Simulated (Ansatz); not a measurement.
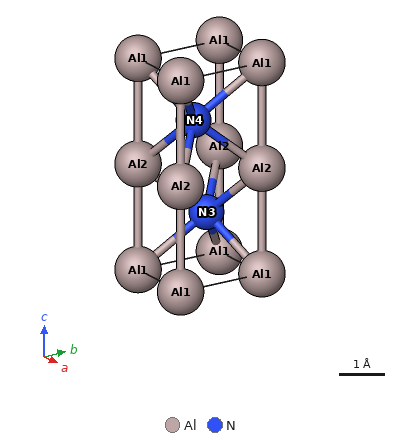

Fig. 1: The structure (ball-and-stick view of the cell of the calculation, seen slightly off an axis; atoms are numbered from 1 in the order of the input). Near neighbours in the crystal (not all of them lie inside the picture): Al has 2 Al at 2.42 Å and 6 N at 2.03 Å; N has 6 Al at 2.03 Å.

## Run report: AlN, single-point calculation

System: AlN (P6₃/mmc, 4 atoms in the cell).
Method: DFT, PBE, plane waves, PAW, no spin polarisation (Ansatz 0.2.0).

The structure was built on a prototype by a generator. Some settings of this run were made unusual or wrong on purpose. The geometry comes from this level: r2SCAN. Figures and captions count atoms from 1; the log counts them from 0 in places.

## Input
```yaml
crystal:
  lattice:
    - [2.8328531135, 0.0, 0.0]
    - [-1.4164265567, 2.4533227615, 0.0]
    - [0.0, 0.0, 4.8410108391]
  atoms:
    - { symbol: Al, position: [0.0, 0.0, 0.0] }
    - { symbol: Al, position: [0.0, 0.0, 0.5] }
    - { symbol: "N", position: [0.3333333333, 0.6666666667, 0.25] }
    - { symbol: "N", position: [0.6666666667, 0.3333333333, 0.75] }
kpoints:
  mp_grid: { grid: [1, 1, 8] }
hamiltonian:
  xc: pbe
scf:
  occupations: { method: fixed }
  n_extra_bands: 5
output:
  forces: true
  stress: true
  eigenvalues: true
```

Run on 4 threads of an x86-64 CPU, shared host.

Command:
```bash
ansatz run input.yaml --threads 4 --pin off --max-ram 3686MiB --backend cpu --events-out ev --progress --plain --runs-dir out
```

## The program's output
```
scf.n_extra_bands = 5 over 8 filled bands (N_el = 16.0): the run solves 13 bands
Engine: ansatz 0.2.0, x86_64-unknown-linux-gnu
Pseudopotentials: kind: paw
Pseudopotential: Al, paw, valence charge 3, recommended cutoff 420 eV (normal), Al.paw.azcp
Pseudopotential: N, paw, valence charge 5, recommended cutoff 420 eV (normal), N.paw.azcp
Functional definition: PBE
  parameter kappa = 0.804
  parameter beta = 0.06672455060314922
  exchange = pbe_x(kappa = kappa, mu = beta*pi^2/3)
  correlation = pbe_c(beta = beta)
Crystal: 4 atoms, lattice volume = 33.645 Å³
Basis set: ecut = 420 eV, 665 PW (Γ), exchange–correlation on 40×40×72 points (8 copies of the dense FFT grid, shifted against one another)
Bands: 13, of which v1, the nominal top of the filled ones, is band 8 counted from 1 (7 counted from 0)
Symmetry: 24 space group operations
Space group: P63/mmc (ITA 194), of the structure as read, at distance tolerance 3.2e-5 Å
k-points: 5 of 8
Non-local potential: Al, projectors of the file, l = 0: 2, l = 1: 2, l = 2: 1
Non-local potential: N, projectors of the file, l = 0: 2, l = 1: 2, l = 2: 1
PAW form: soft (Blöchl's): semilocal exchange-correlation on the pseudo side does not see the compensation charge
PAW one-centre angular grid: Al, 110 points (default); XC on 64 Gauss nodes
PAW one-centre angular grid: N, 110 points (default); XC on 64 Gauss nodes
Initial density: superposition of atomic densities (neutral atoms: chi_scale 0, normalization atom), corrected by the library's trained network
Initial wavefunctions: pseudopotential atomic-orbital guess
Functional: x = pbe(κ = 0.804, μ = 0.2195149727645171), c = pbe(β = 0.06672455060314922)
SCF iter   1: F=—  HF=-1831.216373 eV  |F-HF|=—  |Δ(HF+E_count)|=         —  Δρ=1.36e-1  dr2=4.22e0  ethr=1.77e-3  ⟨swp⟩=4.8  Hψ=350  notcnv=0  defer=13
preconditioner: auto → none  [insulator: Δε(μ)=5.148 eV  Ē_g=14.577 eV  n_scr=2 (ndim 8)  ℏωp=25.6 eV  f_vac=0.000  ε∞_Penn≈4.1]
SCF iter   2: F=—  HF=-1830.048640 eV  |F-HF|=—  |Δ(HF+E_count)|=    1.17e0  Δρ=5.59e-2  dr2=4.26e-1  ethr=1.77e-3  ⟨swp⟩=3.4  Hψ=188  notcnv=0  defer=14
SCF iter   3: F=—  HF=-1830.031752 eV  |F-HF|=—  |Δ(HF+E_count)|=   1.69e-2  Δρ=2.58e-2  dr2=7.36e-2  ethr=1.77e-3  ⟨swp⟩=2.4  Hψ=114  notcnv=0  defer=15
SCF iter   4: F=—  HF=-1830.064071 eV  |F-HF|=—  |Δ(HF+E_count)|=   3.23e-2  Δρ=3.29e-3  dr2=1.49e-3  ethr=4.60e-4  ⟨swp⟩=2.0  Hψ=70  notcnv=0  defer=15
SCF iter   5: F=—  HF=-1830.065312 eV  |F-HF|=—  |Δ(HF+E_count)|=   1.24e-3  Δρ=2.30e-4  dr2=6.49e-6  ethr=9.30e-6  ⟨swp⟩=2.8  Hψ=109  notcnv=0  defer=15
SCF iter   6: F=—  HF=-1830.065224 eV  |F-HF|=—  |Δ(HF+E_count)|=   8.87e-5  Δρ=1.99e-5  dr2=4.82e-8  ethr=6.25e-10  ⟨swp⟩=9.6  Hψ=520  notcnv=0
SCF iter   7: F=-1830.065224 eV  HF=-1830.065224 eV  |F-HF|=1.82e-10  |Δ(HF+E_count)|=   1.31e-7  Δρ=1.51e-6  dr2=4.86e-10  ethr=3.01e-10  ⟨swp⟩=2.8  Hψ=281  notcnv=0
SCF 1 converged in 7 iterations: F = -1830.065224 eV  dr2 = 4.86e-10
  greatest PAW one-centre occupation: 0.780 electrons in one spin orbital (limit 2), on the N atom at site 3 (counted from 0), in its partial waves of l = 1
SCF converged after 7 iterations
Free energy (F): -1830.065224 eV
Harris-Foulkes:  -1830.065224 eV  (|F-HF|=1.82e-10)
Internal energy: -1830.065224 eV  (E = F + TS)
E sigma→0 (E₀):  -1830.065224 eV
Fermi energy:    12.597140 eV
--- Per-component energies (eV) ---
  E_band       = 109.075906
  E_kinetic    = 357.388120
  E_local      = -371.260310  (includes V_loc(G=0)·N_el)
  E_nonlocal   = 106.402232
  E_hartree    = 142.797076
  E_xc         = -207.093122
  E_vxc        = -220.360856  (∫ρ·V_xc dr)
  E_paw        = -1192.043533  (= ΣΔE_a)
  E_vpaw       = -48.687389  (= ΣTr[D̂ρ^β])
  E_aug_tail   = 0.000242  (compensation charges beyond the density's cutoff)
  E_ewald      = -666.255929
  E_smearing   = -0.000000  (= −TS)
  E_closure    = -0.000000  (closes the sum)
  Σ components = -1830.065224   (vs F -1830.065224, Δ=0.00e0)
--- Forces (eV/Å), atoms counted from 1 ---
  atom   1  Al     0.00000000     0.00000000     0.00000000
  atom   2  Al     0.00000000    -0.00000000     0.00000000
  atom   3  N     -0.00000000     0.00000000     0.00000000
  atom   4  N      0.00000000    -0.00000000     0.00000000
  max |Σ_I F_I| component: 5.51e-25 eV/Å
--- Stress (GPa, compression-positive) ---
       55.675076      -0.000000       0.000000
       -0.000000      55.675076       0.000000
        0.000000       0.000000      69.664524
  P = ⅓ Tr σ = 60.3382 GPa (603.382 kbar)
--- Band table (eV; the first three rows and the last of 5) ---
  k-point 0: bands = ["-5.5188", "-2.2503", "2.9267", "11.6196", "11.6196", "11.8518", "12.5971", "12.5971", "17.3117", "18.2368", "20.1116", "23.8764", "23.8764"]
  k-point 1: bands = ["-5.4408", "-2.4910", "3.2989", "11.3173", "11.6549", "11.6549", "12.5583", "12.5583", "17.6583", "18.2702", "20.2330", "23.6319", "23.6319"]
  k-point 2: bands = ["-5.2091", "-3.0552", "4.2535", "10.0724", "11.7560", "11.7560", "12.4481", "12.4481", "18.2404", "18.3609", "20.6821", "23.2842", "23.2842"]
  k-point 4: bands = ["-4.3211", "-4.3211", "7.0171", "7.0171", "12.0959", "12.0959", "12.0959", "12.0959", "18.5705", "18.5705", "22.4665", "22.4665", "23.1659"]
```

## Outcome

```tsv
quantity	value
outcome	converged
space group (tolerance 0.01 Å)	P6₃/mmc (194)
electrons treated	16
free energy	−1830.0652 eV
Fermi energy	12.597 eV
gap on the k-point mesh	4.71 eV
pressure	60.34 GPa
largest force (length of the vector)	under 0.001 eV/Å
peak memory	0.39 GiB
```

Some settings of this run were drawn to be unusual or wrong. It converged; results that depend on the unusual settings are not reference values.
